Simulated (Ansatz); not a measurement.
SiN

Input file:

```
crystal:
  lattice:
    - [2.8460018684, 2.444e-07, 0.0]
    - [-1.4230011459, 2.464709795, 0.0]
    - [0.0, 0.0, 29.55305024]
  atoms:
    - { symbol: Si, position: [0.3333333333, 0.6666666667, 0.2387498589] }
    - { symbol: Si, position: [0.6666666667, 0.3333333333, 0.3364868717] }
    - { symbol: "N", position: [0.6666666667, 0.3333333333, 0.217882819] }
    - { symbol: "N", position: [0.3333333333, 0.6666666667, 0.3573539117] }
  periodic: [true, true, false]
basis:
  ecutwfc: 420
kpoints:
  mp_grid: { grid: [18, 18, 1] }
hamiltonian:
  xc: pbe
scf:
  occupations: { method: gaussian, width: 0.1 }
output:
  forces: true
  stress: true
  eigenvalues: true
  write_density: true
  write_potential: true
  elf: true
  volumetric_format: npy
relax:
  adjacent_minimum: "off"
  f_tol: 0.01
  max_steps: 80
  cell: { stress_2d_tol: 0.02 }
```

Launched as:

```sh
ansatz run input.yaml --threads 1 --pin off --max-ram 2048MiB --backend cpu --events-out ev --progress --plain --runs-dir out
```

The fields are those of the relaxed geometry.

A structure generated by program, which may or may not match a known phase.

Computed with Ansatz, DFT PBE, scalar-relativistic, plane waves, PAW.

In a PAW calculation such maps are meaningful between the atoms, not at the nuclei.

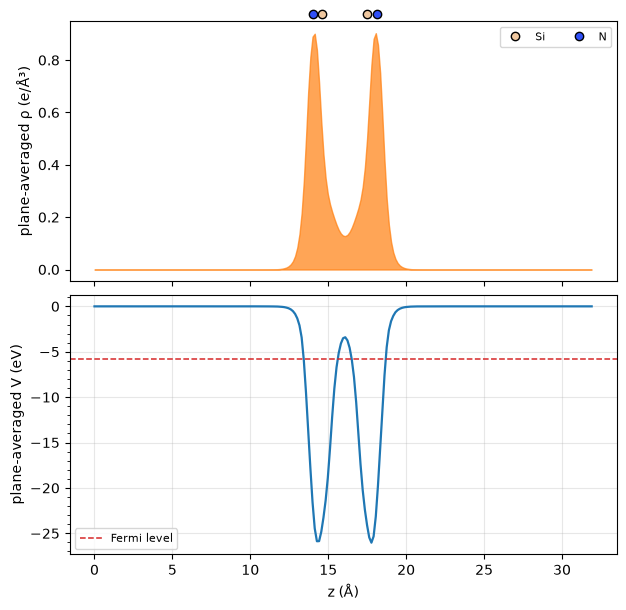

Figure 1. Plane average of the electrostatic potential energy of an electron and of the valence charge density (pseudo) across the slab. Circles mark the heights of the atoms.

### How far below the vacuum level is the Fermi level?

The potential is flat in the vacuum, 5.77 eV above the Fermi level; this is the work function, the same on both faces.

### What are the slab's thickness and the vacuum gap?

The outermost nuclei are 4.1 Å apart, in 4 atomic planes; the vacuum between periodic images is 27.9 Å wide.

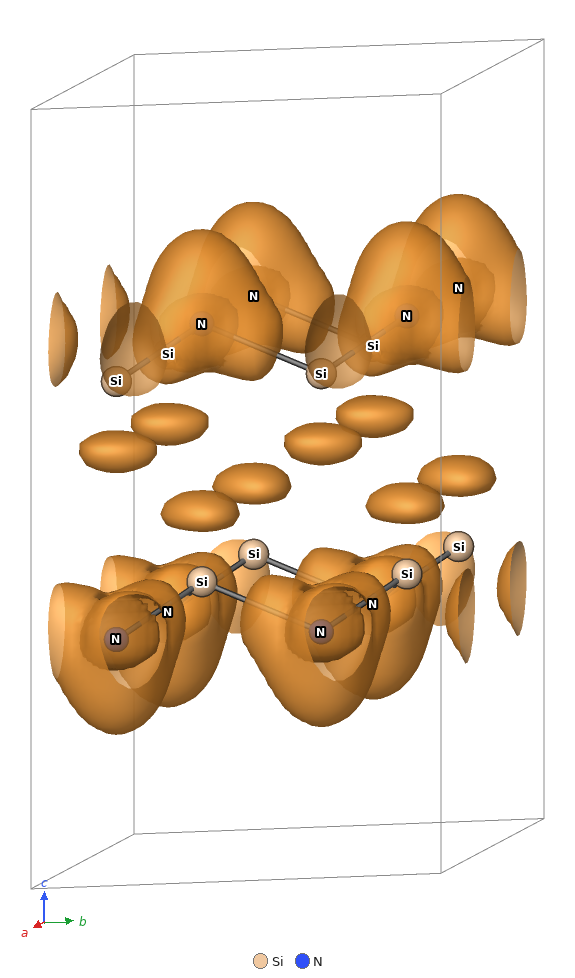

Figure 2. Isosurface of the electron localisation function at 0.75 (orange), seen slightly off an axis. Only the valence region is drawn (cores and ρ < 0.01 e/Å³ removed). Sticks mark near contacts.

### Identify the bonds, lone pairs and shells in this picture.

At this value the surface marks out two regions on N in which the atom's valence shell and bonds are merged and two lobes on Si, pointing away from the bonds (lone pairs), counted in one cell of 4 atoms. Counts are for one cell; the picture repeats the cell along the surface. Along the contacts the grid gives the following. Si–N (1.76 Å): the ELF peaks at about 0.90 between the atoms.

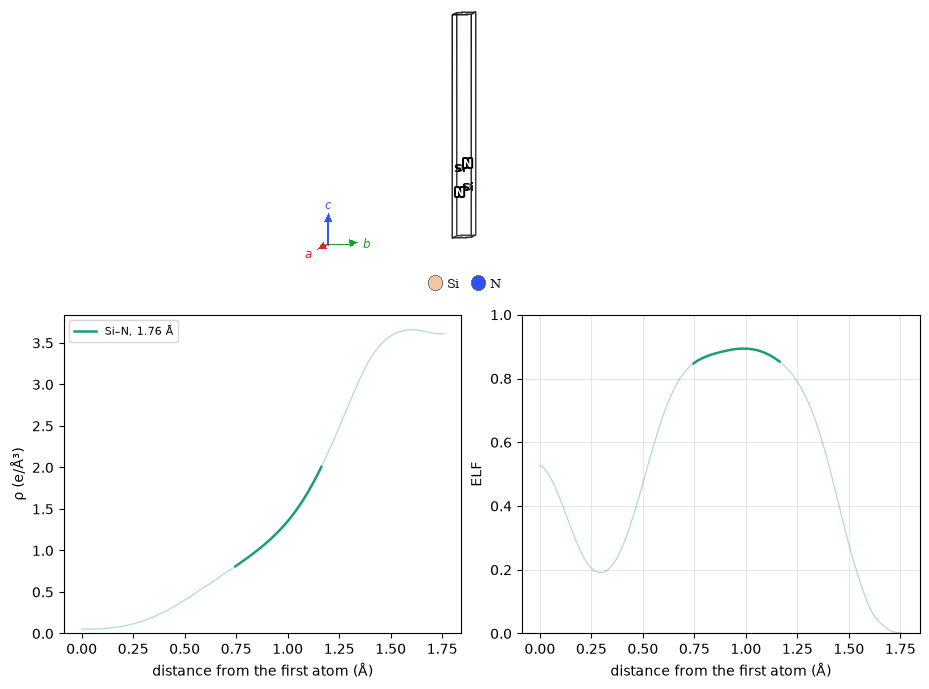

Figure 3. Valence pseudo-density and ELF along straight lines between neighbouring atoms. Thin, pale parts lie inside the atomic spheres. The structure is drawn too.

### What can be read from the curves?

Si–N (1.76 Å): ρ is about 1.1 e/Å³ halfway; the ELF peaks at about 0.90 between the atoms.

### Does the calculation make it a metal, or give it a gap?

It is gapless in this calculation (a metal or semimetal).
